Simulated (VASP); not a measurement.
## MoS2: geometry relaxation (part 3 of 4)

MoS2 (P6₃/mmc, 6 atoms in the cell); Kohn-Sham DFT of a periodic cell, PBEsol, VASP PAW PBE potentials, recommended, no spin polarisation (VASP 6.6.1); cutoff 600 eV, 10×10×3 k-mesh, fermi-dirac of 0.05 eV. The structure derives from an entry of the Crystallography Open Database.

Geometry of the input (Å; fractional positions):
```
3.1690  0.0000  0.0000
-1.5845  2.7444  0.0000
0.0000  0.0000  12.3240
Mo 0.6667  0.3333  0.7500
Mo 0.3333  0.6667  0.2500
S  0.6667  0.3333  0.3770
S  0.3333  0.6667  0.8770
S  0.6667  0.3333  0.1230
S  0.3333  0.6667  0.6230
```

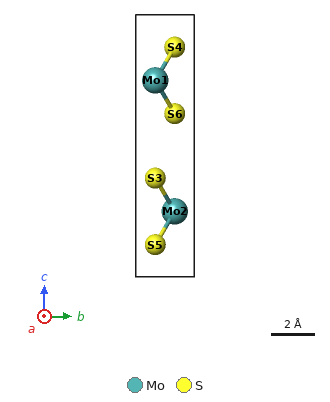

Fig. 1: The starting structure (ball-and-stick view of the cell of the calculation, along the a axis; atoms are numbered from 1 in the order of the input).

## Parts of OUTCAR, continued
```
  FORCE on cell =-STRESS in cart. coord.  units (eV):
  Direction    XX          YY          ZZ          XY          YZ          ZX
  --------------------------------------------------------------------------------------
  -------------------------------------------------------------------------------------
  Total       -2.1891522     -2.1891522     -1.5874815      0.0000000     -0.0000000     -0.0000000
  in kB      -32.7234989    -32.7234989    -23.7297112      0.0000000     -0.0000000     -0.0000000
  external PRESSURE =     -29.7255696 kB  Pullay stress =       0.0000000 kB

 VOLUME and BASIS-vectors are now :
 -----------------------------------------------------------------------------
  energy-cutoff  :      600.00
  volume of cell :      107.18
      direct lattice vectors                 reciprocal lattice vectors
     3.169000000  0.000000000  0.000000000     0.315556958  0.182186895  0.000000000
    -1.584500000  2.744434505  0.000000000     0.000000000  0.364373789  0.000000000
     0.000000000  0.000000000 12.324000000     0.000000000  0.000000000  0.081142486

 POSITION                                       TOTAL-FORCE (eV/Angst)
 -----------------------------------------------------------------------------------
      1.58450      0.91481      9.24300         0.000000      0.000000     -0.000000
     -0.00000      1.82962      3.08100        -0.000000     -0.000000     -0.000000
      1.58450      0.91481      4.64615         0.000000      0.000000     -0.312663
     -0.00000      1.82962     10.80815         0.000000     -0.000000     -0.312663
      1.58450      0.91481      1.51585        -0.000000      0.000000      0.312663
     -0.00000      1.82962      7.67785         0.000000     -0.000000      0.312663
 -----------------------------------------------------------------------------------
    total drift:                               -0.000000      0.000000     -0.000000

  FREE ENERGIE OF THE ION-ELECTRON SYSTEM (eV)
  ---------------------------------------------------
  free  energy   TOTEN  =       -46.8810913700 eV

  energy  without entropy=      -46.8810883678  energy(sigma->0) =      -46.88108987

--------------------------------------- Ionic step        2  -------------------------------------------

 number of electron      52.0000000 magnetization

------------------------ aborting loop because EDIFF is reached ----------------------------------------

  FORCE on cell =-STRESS in cart. coord.  units (eV):
  Direction    XX          YY          ZZ          XY          YZ          ZX
  --------------------------------------------------------------------------------------
  -------------------------------------------------------------------------------------
  Total        3.5406446      3.5406446      5.2312156      0.0000000      0.0000000      0.0000000
  in kB       55.5482007     55.5482007     82.0711058      0.0000000      0.0000000      0.0000000
  external PRESSURE =      64.3891691 kB  Pullay stress =       0.0000000 kB

 VOLUME and BASIS-vectors are now :
 -----------------------------------------------------------------------------
  energy-cutoff  :      600.00
  volume of cell :      102.12
      direct lattice vectors                 reciprocal lattice vectors
     3.113220049  0.000000000 -0.000000000     0.321210831  0.185451160 -0.000000000
    -1.556610024  2.696127650  0.000000000     0.000000000  0.370902320  0.000000000
     0.000000000 -0.000000000 12.166695806     0.000000000 -0.000000000  0.082191584

 POSITION                                       TOTAL-FORCE (eV/Angst)
 -----------------------------------------------------------------------------------
      1.55661      0.89871      9.12502        -0.000000      0.000000      0.000000
     -0.00000      1.79742      3.04167         0.000000      0.000000      0.000000
      1.55661      0.89871      4.57195         0.000000     -0.000000      0.759314
     -0.00000      1.79742     10.65530         0.000000     -0.000000      0.759314
      1.55661      0.89871      1.51139        -0.000000      0.000000     -0.759314
     -0.00000      1.79742      7.59474        -0.000000      0.000000     -0.759314
 -----------------------------------------------------------------------------------
    total drift:                               -0.000000      0.000000     -0.000000

  FREE ENERGIE OF THE ION-ELECTRON SYSTEM (eV)
  ---------------------------------------------------
  free  energy   TOTEN  =       -46.8248709453 eV

  energy  without entropy=      -46.8248677320  energy(sigma->0) =      -46.82486934

--------------------------------------- Ionic step        3  -------------------------------------------

 number of electron      52.0000000 magnetization

------------------------ aborting loop because EDIFF is reached ----------------------------------------

  FORCE on cell =-STRESS in cart. coord.  units (eV):
  Direction    XX          YY          ZZ          XY          YZ          ZX
  --------------------------------------------------------------------------------------
  -------------------------------------------------------------------------------------
  Total       -0.3257522     -0.3257522      0.6324996      0.0000000      0.0000000      0.0000000
  in kB       -4.9508968     -4.9508968      9.6129518      0.0000000      0.0000000      0.0000000
  external PRESSURE =      -0.0962806 kB  Pullay stress =       0.0000000 kB

 VOLUME and BASIS-vectors are now :
 -----------------------------------------------------------------------------
  energy-cutoff  :      600.00
  volume of cell :      105.42
      direct lattice vectors                 reciprocal lattice vectors
     3.149741577  0.000000000 -0.000000000     0.317486364  0.183300838 -0.000000000
    -1.574870789  2.727756221  0.000000000     0.000000000  0.366601675  0.000000000
     0.000000000 -0.000000000 12.269689614     0.000000000 -0.000000000  0.081501654

 POSITION                                       TOTAL-FORCE (eV/Angst)
 -----------------------------------------------------------------------------------
      1.57487      0.90925      9.20227         0.000000     -0.000000      0.000000
     -0.00000      1.81850      3.06742        -0.000000      0.000000      0.000000
      1.57487      0.90925      4.62062         0.000000     -0.000000      0.033507
     -0.00000      1.81850     10.75546         0.000000     -0.000000      0.033507
      1.57487      0.90925      1.51423        -0.000000      0.000000     -0.033507
     -0.00000      1.81850      7.64907        -0.000000      0.000000     -0.033507
 -----------------------------------------------------------------------------------
    total drift:                               -0.000000      0.000000     -0.000000

  FREE ENERGIE OF THE ION-ELECTRON SYSTEM (eV)
  ---------------------------------------------------
  free  energy   TOTEN  =       -46.9015074652 eV

  energy  without entropy=      -46.9015044198  energy(sigma->0) =      -46.90150594

[... ionic steps 4 to 15 ...]

--------------------------------------- Ionic step       16  -------------------------------------------

 number of electron      51.9999999 magnetization

------------------------ aborting loop because EDIFF is reached ----------------------------------------

  FORCE on cell =-STRESS in cart. coord.  units (eV):
  Direction    XX          YY          ZZ          XY          YZ          ZX
  --------------------------------------------------------------------------------------
  -------------------------------------------------------------------------------------
  Total       -0.0592018     -0.0592018      0.1739037      0.0000000      0.0000000      0.0000000
  in kB       -0.8855909     -0.8855909      2.6013980      0.0000000      0.0000000      0.0000000
  external PRESSURE =       0.2767388 kB  Pullay stress =       0.0000000 kB

 VOLUME and BASIS-vectors are now :
 -----------------------------------------------------------------------------
  energy-cutoff  :      600.00
  volume of cell :      107.11
      direct lattice vectors                 reciprocal lattice vectors
     3.143411718  0.000000000 -0.000000000     0.318125683  0.183669949  0.000000000
    -1.571705859  2.722274402  0.000000000     0.000000000  0.367339898  0.000000000
     0.000000000 -0.000000000 12.516398965     0.000000000 -0.000000000  0.079895184

 POSITION                                       TOTAL-FORCE (eV/Angst)
 -----------------------------------------------------------------------------------
      1.57171      0.90742      9.38730        -0.000000      0.000000     -0.000000
     -0.00000      1.81485      3.12910         0.000000     -0.000000     -0.000000
      1.57171      0.90742      4.68620         0.000000     -0.000000      0.020931
     -0.00000      1.81485     10.94439         0.000000     -0.000000      0.020931
      1.57171      0.90742      1.57200        -0.000000      0.000000     -0.020931
     -0.00000      1.81485      7.83020        -0.000000      0.000000     -0.020931
 -----------------------------------------------------------------------------------
    total drift:                               -0.000000      0.000000     -0.000000

  FREE ENERGIE OF THE ION-ELECTRON SYSTEM (eV)
  ---------------------------------------------------
  free  energy   TOTEN  =       -46.9072852294 eV

  energy  without entropy=      -46.9072841540  energy(sigma->0) =      -46.90728469

--------------------------------------- Ionic step       17  -------------------------------------------

 number of electron      51.9999999 magnetization

------------------------ aborting loop because EDIFF is reached ----------------------------------------

  FORCE on cell =-STRESS in cart. coord.  units (eV):
  Direction    XX          YY          ZZ          XY          YZ          ZX
  --------------------------------------------------------------------------------------
  -------------------------------------------------------------------------------------
  Total       -0.0478522     -0.0478522      0.1474552      0.0000000      0.0000000      0.0000000
  in kB       -0.7155492     -0.7155492      2.2049462      0.0000000      0.0000000      0.0000000
  external PRESSURE =       0.2579493 kB  Pullay stress =       0.0000000 kB

 VOLUME and BASIS-vectors are now :
 -----------------------------------------------------------------------------
  energy-cutoff  :      600.00
  volume of cell :      107.15
      direct lattice vectors                 reciprocal lattice vectors
     3.143098319  0.000000000 -0.000000000     0.318157403  0.183688263  0.000000000
    -1.571549159  2.722002991  0.000000000    -0.000000000  0.367376525  0.000000000
     0.000000000 -0.000000000 12.523514237     0.000000000 -0.000000000  0.079849791

 POSITION                                       TOTAL-FORCE (eV/Angst)
 -----------------------------------------------------------------------------------
      1.57155      0.90733      9.39264         0.000000     -0.000000     -0.000000
     -0.00000      1.81467      3.13088        -0.000000      0.000000     -0.000000
      1.57155      0.90733      4.68830         0.000000     -0.000000      0.017611
     -0.00000      1.81467     10.95005         0.000000     -0.000000      0.017611
      1.57155      0.90733      1.57346        -0.000000      0.000000     -0.017611
     -0.00000      1.81467      7.83522        -0.000000      0.000000     -0.017611
 -----------------------------------------------------------------------------------
    total drift:                               -0.000000      0.000000     -0.000000

  FREE ENERGIE OF THE ION-ELECTRON SYSTEM (eV)
  ---------------------------------------------------
  free  energy   TOTEN  =       -46.9073448656 eV

  energy  without entropy=      -46.9073438214  energy(sigma->0) =      -46.90734434

--------------------------------------- Ionic step       18  -------------------------------------------

 number of electron      51.9999998 magnetization

 Free energy of the ion-electron system (eV)
  ---------------------------------------------------
  ext. energy  EPLUGINS =         0.00000000
  ---------------------------------------------------
  free energy    TOTEN  =       -46.90745782 eV

  energy without entropy =      -46.90745686  energy(sigma->0) =      -46.90745734

 E-fermi :   7.7630     XC(G=0): -10.9409     alpha+bet :-13.4581

 val. band max:        7.3022139744   @ k =   0.0000   0.0000   0.0000
 cond. band min:       8.3261733642   @ k =   0.2000   0.2000   0.0000
 fundamental gap:      1.0239593897
 Fermi energy:         7.7629544508

 k-point     1 :       0.0000    0.0000    0.0000
  band No.  band energies     occupation
      1     -53.9950      2.00000
      2     -53.9950      2.00000
      3     -28.2063      2.00000
      4     -28.2062      2.00000
      5     -27.9452      2.00000
      6     -27.9452      2.00000
      7     -27.9451      2.00000
      8     -27.9451      2.00000
      9      -7.6385      2.00000
     10      -7.4225      2.00000
     11      -6.3588      2.00000
     12      -5.9938      2.00000
     13       0.4408      2.00000
     14       1.3304      2.00000
     15       3.8991      2.00000
     16       4.0773      2.00000
     17       4.0773      2.00000
     18       4.0863      2.00000
     19       4.0863      2.00000
     20       5.2214      2.00000
     21       5.2214      2.00000
     22       5.2547      2.00000
     23       5.2547      2.00000
     24       6.0008      2.00000
     25       6.1649      2.00000
     26       7.3022      1.99980
     27       9.5774      0.00000
     28       9.5774      0.00000
     29       9.5980      0.00000
     30       9.5980      0.00000
     31       9.7926      0.00000
```
